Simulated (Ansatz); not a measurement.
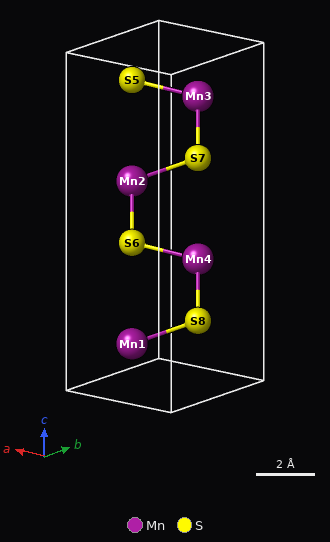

Fig. 1: The structure (ball-and-stick view of the cell of the calculation, set on other vectors, seen at an oblique angle; atoms are numbered from 1 in the order of the input).

**Single-point calculation, with input and output: MnS (part 1 of 2)**

- system: MnS (8 atoms in the cell)
- method: DFT PBE, scalar-relativistic, plane waves, PAW, spin-polarised (Ansatz 0.2.0)

The structure derives from an entry of the Crystallography Open Database. It belongs to a series of runs on one base structure; here: the crystal opened by +0.50 A across the cut. Figures and captions count atoms from 1; the log counts them from 0 in places.

### Log
```
Engine: ansatz 0.2.0, x86_64-unknown-linux-gnu
Pseudopotentials: kind: paw
Pseudopotential: Mn, paw, valence charge 15, recommended cutoff 420 eV (normal), Mn.paw.azcp
Pseudopotential: S, paw, valence charge 6, recommended cutoff 420 eV (normal), S.paw.azcp
Functional definition: PBE
  parameter kappa = 0.804
  parameter beta = 0.06672455060314922
  exchange = pbe_x(kappa = kappa, mu = beta*pi^2/3)
  correlation = pbe_c(beta = beta)
Crystal: 8 atoms, lattice volume = 187.115 Å³
Basis set: ecut = 420 eV, 3693 PW (Γ), exchange–correlation on 54×54×180 points (8 copies of the dense FFT grid, shifted against one another)
Bands: 62, of which v1, the nominal top of the filled ones, is band 42 counted from 1 (41 counted from 0)
Symmetry: 6 space group operations
Space group: P3m1 (ITA 156), of the structure as read, at distance tolerance 5.7e-5 Å
Magnetic group: BNS 156.49 (UNI 1279), of the structure as read, at distance tolerance 5.7e-5 Å
k-points: 77 of 676 (time reversal used)
Non-local potential: Mn, projectors of the file, l = 0: 3, l = 1: 2, l = 2: 3, l = 3: 1
Non-local potential: S, projectors of the file, l = 0: 2, l = 1: 2, l = 2: 2
PAW form: soft (Blöchl's): semilocal exchange-correlation on the pseudo side does not see the compensation charge
PAW one-centre angular grid: Mn, 590 points (default); XC on 64 Gauss nodes
PAW one-centre angular grid: S, 110 points (default); XC on 64 Gauss nodes
Initial density: superposition of atomic densities (chi_scale 0.1, normalization cell, long waves kept (reshape's long-wave potential 0.08 eV rms))
Starting moments: Σ|m| = 19.16 μB on 8 of 8 sites
Initial wavefunctions: pseudopotential atomic-orbital guess
Functional: x = pbe(κ = 0.804, μ = 0.2195149727645171), c = pbe(β = 0.06672455060314922)
SCF iter   1: F=—  HF=-19204.834541 eV  |F-HF|=—  |Δ(HF+E_count)|=         —  Δρ=4.88e-2 (↑4.88e-2 ↓3.56e-2)  dr2=1.23e1  dr2_m=1.67e-1  M=19.079 μB ∫|m|=19.079 μB  β_m=0.30  ethr=3.10e-3  ⟨swp⟩=6.5  Hψ=35363  notcnv=0
Mixer restart at iter 1: flushing history
preconditioner: auto → Kerker (q_TF=auto, 2.387 Å⁻¹)  [metal: Δε(μ)=0.001 eV  Ē_g=7.748 eV  σ=0.150 eV  W_gap=0.00  n_scr=52 (ndim 8)  ℏωp=19.6 eV  f_vac=0.014  D(μ)=5.73/eV (n_scr^D=52)]
spin=Collinear: Kerker preconditioning applied to the charge; magnetization (m = ρ↑ − ρ↓) channel mixes plain (no charge-response kernel on spin).
SCF iter   2: F=—  HF=-19205.047737 eV  |F-HF|=—  |Δ(HF+E_count)|=   2.13e-1  Δρ=1.99e-2 (↑1.99e-2 ↓1.82e-2)  dr2=3.17e0  dr2_m=3.25e-2  M=19.332 μB ∫|m|=19.332 μB  β_m=0.41  ethr=3.10e-3  ⟨swp⟩=2.7  Hψ=19312  notcnv=0  defer=1034
SCF iter   3: F=—  HF=-19206.420799 eV  |F-HF|=—  |Δ(HF+E_count)|=    1.37e0  Δρ=7.69e-3 (↑6.89e-3 ↓7.69e-3)  dr2=5.92e-1  dr2_m=7.52e-3  M=19.633 μB ∫|m|=19.634 μB  β_m=0.69  ethr=3.10e-3  ⟨swp⟩=2.1  Hψ=13423  notcnv=0  defer=1034
SCF iter   4: F=—  HF=-19207.109631 eV  |F-HF|=—  |Δ(HF+E_count)|=   6.89e-1  Δρ=5.21e-3 (↑3.00e-3 ↓5.21e-3)  dr2=2.31e-1  dr2_m=5.52e-3  M=19.889 μB ∫|m|=19.889 μB  β_m=0.84  ethr=7.05e-4  ⟨swp⟩=2.0  Hψ=15527  notcnv=0  defer=1033
SCF iter   5: F=—  HF=-19207.124317 eV  |F-HF|=—  |Δ(HF+E_count)|=   1.47e-2  Δρ=3.32e-3 (↑3.32e-3 ↓2.33e-3)  dr2=4.90e-2  dr2_m=1.69e-3  M=19.846 μB ∫|m|=19.846 μB  β_m=0.74  ethr=2.75e-4  ⟨swp⟩=2.0  Hψ=16005  notcnv=0  defer=1033
SCF iter   6: F=—  HF=-19207.122879 eV  |F-HF|=—  |Δ(HF+E_count)|=   1.44e-3  Δρ=1.42e-3 (↑1.42e-3 ↓1.26e-3)  dr2=2.49e-2  dr2_m=7.36e-4  M=19.872 μB ∫|m|=19.872 μB  β_m=0.72  ethr=5.84e-5  ⟨swp⟩=2.1  Hψ=18319  notcnv=0  defer=1011
SCF iter   7: F=—  HF=-19207.129905 eV  |F-HF|=—  |Δ(HF+E_count)|=   7.03e-3  Δρ=7.52e-4 (↑6.38e-4 ↓7.52e-4)  dr2=6.77e-3  dr2_m=5.32e-4  M=19.845 μB ∫|m|=19.846 μB  β_m=0.86  ethr=2.96e-5  ⟨swp⟩=2.1  Hψ=11735  notcnv=0  defer=1010
SCF iter   8: F=—  HF=-19207.133390 eV  |F-HF|=—  |Δ(HF+E_count)|=   3.49e-3  Δρ=4.38e-4 (↑4.14e-4 ↓4.38e-4)  dr2=1.77e-3  dr2_m=8.90e-5  M=19.830 μB ∫|m|=19.830 μB  β_m=0.80  ethr=8.06e-6  ⟨swp⟩=2.0  Hψ=13011  notcnv=0  defer=1013
SCF iter   9: F=—  HF=-19207.133466 eV  |F-HF|=—  |Δ(HF+E_count)|=   7.62e-5  Δρ=2.58e-4 (↑2.16e-4 ↓2.58e-4)  dr2=7.83e-4  dr2_m=4.12e-5  M=19.827 μB ∫|m|=19.827 μB  β_m=0.79  ethr=2.11e-6  ⟨swp⟩=2.0  Hψ=13396  notcnv=0  defer=1013
SCF iter  10: F=—  HF=-19207.133586 eV  |F-HF|=—  |Δ(HF+E_count)|=   1.20e-4  Δρ=1.47e-4 (↑1.47e-4 ↓8.68e-5)  dr2=4.15e-4  dr2_m=1.06e-5  M=19.827 μB ∫|m|=19.827 μB  β_m=0.89  ethr=9.32e-7  ⟨swp⟩=1.5  Hψ=11220  notcnv=0  defer=1013
SCF iter  11: F=—  HF=-19207.133596 eV  |F-HF|=—  |Δ(HF+E_count)|=   1.06e-5  Δρ=8.18e-5 (↑8.18e-5 ↓6.57e-5)  dr2=1.16e-4  dr2_m=4.96e-7  M=19.825 μB ∫|m|=19.825 μB  β_m=0.95  ethr=4.94e-7  ⟨swp⟩=2.0  Hψ=12692  notcnv=0  defer=1013
SCF iter  12: F=—  HF=-19207.133601 eV  |F-HF|=—  |Δ(HF+E_count)|=   4.46e-6  Δρ=5.67e-5 (↑5.38e-5 ↓5.67e-5)  dr2=2.87e-5  dr2_m=6.72e-7  M=19.824 μB ∫|m|=19.824 μB  β_m=0.97  ethr=1.39e-7  ⟨swp⟩=2.1  Hψ=12989  notcnv=0  defer=1013
SCF iter  13: F=—  HF=-19207.133584 eV  |F-HF|=—  |Δ(HF+E_count)|=   1.66e-5  Δρ=5.92e-5 (↑5.92e-5 ↓2.58e-5)  dr2=1.06e-5  dr2_m=8.33e-7  M=19.823 μB ∫|m|=19.823 μB  β_m=0.78  ethr=3.42e-8  ⟨swp⟩=2.0  Hψ=15427  notcnv=0  defer=1013
SCF iter  14: F=—  HF=-19207.133584 eV  |F-HF|=—  |Δ(HF+E_count)|=   2.61e-7  Δρ=1.25e-5 (↑1.25e-5 ↓7.83e-6)  dr2=1.38e-6  dr2_m=3.80e-8  M=19.823 μB ∫|m|=19.823 μB  β_m=0.84  ethr=1.26e-8  ⟨swp⟩=2.0  Hψ=15357  notcnv=0  defer=1013
SCF iter  15: F=—  HF=-19207.133585 eV  |F-HF|=—  |Δ(HF+E_count)|=   8.58e-7  Δρ=8.43e-6 (↑8.43e-6 ↓4.07e-6)  dr2=6.35e-7  dr2_m=1.82e-8  M=19.823 μB ∫|m|=19.823 μB  β_m=0.79  ethr=1.64e-9  ⟨swp⟩=2.1  Hψ=13478  notcnv=0  defer=1013
SCF iter  16: F=—  HF=-19207.133585 eV  |F-HF|=—  |Δ(HF+E_count)|=   4.34e-8  Δρ=4.58e-6 (↑4.27e-6 ↓4.58e-6)  dr2=3.33e-7  dr2_m=4.97e-9  M=19.823 μB ∫|m|=19.823 μB  β_m=0.82  ethr=7.56e-10  ⟨swp⟩=2.1  Hψ=14581  notcnv=0  defer=1013
SCF iter  17: F=—  HF=-19207.133585 eV  |F-HF|=—  |Δ(HF+E_count)|=   5.42e-8  Δρ=4.00e-6 (↑4.00e-6 ↓1.81e-6)  dr2=8.95e-8  dr2_m=2.98e-9  M=19.823 μB ∫|m|=19.823 μB  β_m=0.76  ethr=3.97e-10  ⟨swp⟩=2.4  Hψ=13796  notcnv=0  defer=1013
SCF iter  18: F=-19207.133585 eV  HF=-19207.133585 eV  |F-HF|=1.87e-8  |Δ(HF+E_count)|=   4.28e-9  Δρ=1.52e-6 (↑1.52e-6 ↓1.24e-6)  dr2=2.64e-8  dr2_m=6.20e-10  M=19.823 μB ∫|m|=19.823 μB  ethr=1.07e-10  ⟨swp⟩=11.5  Hψ=63746  notcnv=0
SCF 1 converged in 18 iterations: F = -19207.133585 eV  dr2 = 2.64e-8
  greatest PAW one-centre occupation: 1.003 electrons in one spin orbital (limit 2), on the Mn atom at site 0 (counted from 0), in its partial waves of l = 1
```

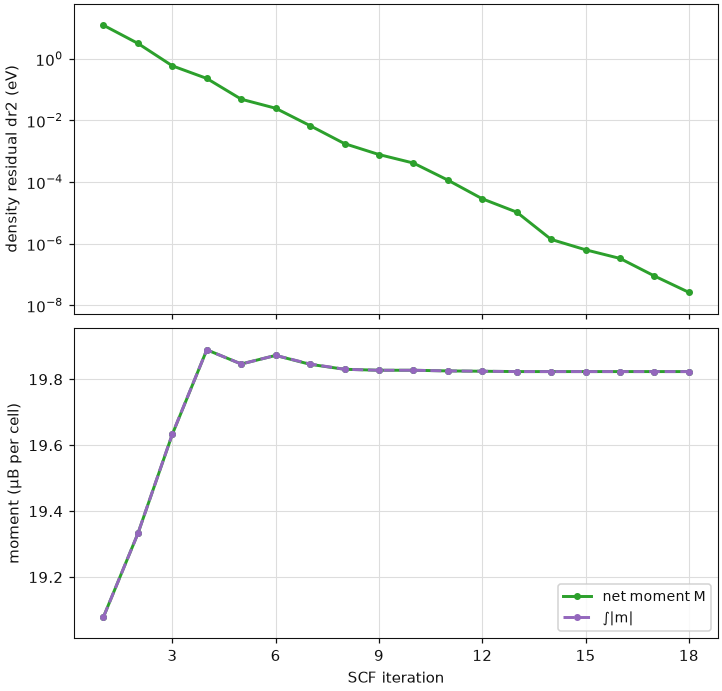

Fig. 2: Convergence of the self-consistent field: density residual dr2 and magnetic moment against the SCF iteration. The residual falls at every step. The net moment goes from 19.1 to 19.8 μB per cell.

```
WARN: an SCF from ferrimagnetic starting moments (-4.64, -4.64, 4.64, 4.64, 0.15, 0.15, 0.15, 0.15 Bohr magnetons, atom by atom) was not made, by what the run has read of turns of its moments that order reads lower: the deck asks for what bars it, or types moments that do (magnetization.spin_polarized, in the input reference, names some of the keys), or the run goes by scf.lower_state_search: light, the default, which as a rule tries one only behind a close that has lost an order of both signs, or on which an open d or half-filled 4f shell of a PAW file has lost a moment that was set nearer to Hund's than to what is left; or, under a Hubbard U, one that names an f shell that the input leaves bare beside given moments, or a larger moment for a shell of low spin that is given one. standard, with a start from the atoms, tries one behind each close (in a relaxation, ahead of its steps or at their end). To set out from that order, type those moments (crystal.atoms[].spin; where shells were raised to Hund's moment, beside crystal.symmetry.detect: false) under scf.lower_state_search: light. The bands of the close that named these starting moments, or of the one ahead of a search that led to it (under cold or Methfessel-Paxton smearing those of the Gaussian ahead of it) read a cost of -572.50 meV for the turn to them, carried on from a small turn (-572.50 by the pairs of d shells alone)
SCF converged after 18 iterations
Magnetization: 19.8232 μB (51.9116 up, 32.0884 down)
Absolute magnetization: 19.8233 μB (∫|ρ↑−ρ↓|, with the PAW one-centre terms)
Spin contamination: 0.0594 ħ² per cell (⟨S²⟩ above its minimum at these occupations)
Per-site moments (μB) at R_I (Å): [(4.246328791745589, 1.0082143163016872), (4.208575541234712, 1.008214316301687), (4.179165735538082, 1.008214316301687), (4.2019171592365225, 1.008214316301687), (0.10801114870523663, 1.008214316301687), (0.13181939753110633, 1.008214316301687), (0.12600012120082807, 1.008214316301687), (0.11680902441173605, 1.0082143163016872)]
Free energy (F): -19207.133585 eV
Harris-Foulkes:  -19207.133585 eV  (|F-HF|=1.87e-8)
Internal energy: -19207.112319 eV  (E = F + TS)
E sigma→0 (E₀):  -19207.122952 eV
Entropy (-TS):   -0.021266 eV (-2.658 meV/atom)
Fermi energy:    6.799071 eV
--- Per-component energies (eV) ---
  E_band       = -1482.561379
  E_kinetic    = 1617.289773
  E_local      = -11580.884468  (includes V_loc(G=0)·N_el)
  E_nonlocal   = 1121.197942
  E_hartree    = 4762.527719
  E_xc         = -829.556190
  E_vxc        = -913.194938  (∫ρ·V_xc dr)
  E_paw        = -7627.004637  (= ΣΔE_a)
  E_vpaw       = -1252.021418  (= ΣTr[D̂ρ^β])
  E_aug_tail   = -0.000032  (compensation charges beyond the density's cutoff)
  E_ewald      = -6670.682425
  E_smearing   = -0.021266  (= −TS)
  E_closure    = -0.000000  (closes the sum)
  Σ components = -19207.133585   (vs F -19207.133585, Δ=0.00e0)
--- Forces (eV/Å), atoms counted from 1 ---
  atom   1  Mn     0.00000000    -0.00000000     0.57768612
  atom   2  Mn    -0.00000000    -0.00000000    -0.11846034
  atom   3  Mn    -0.00000000     0.00000000    -0.24821683
  atom   4  Mn     0.00000000     0.00000000    -0.11588071
  atom   5  S     -0.00000000    -0.00000000    -0.66330936
  atom   6  S      0.00000000    -0.00000000     0.10751760
  atom   7  S      0.00000000     0.00000000     0.12395097
  atom   8  S      0.00000000     0.00000000     0.33672319
  max |Σ_I F_I| component: 1.06e-5 eV/Å
--- Stress (GPa, compression-positive) ---
       -0.937084      -0.000000      -0.000000
        0.000000      -0.937084      -0.000000
       -0.000000       0.000000      -2.406660
  P = ⅓ Tr σ = -1.4269 GPa (-14.269 kbar)
--- Band table (eV; the first three rows and the last of 154) ---
```
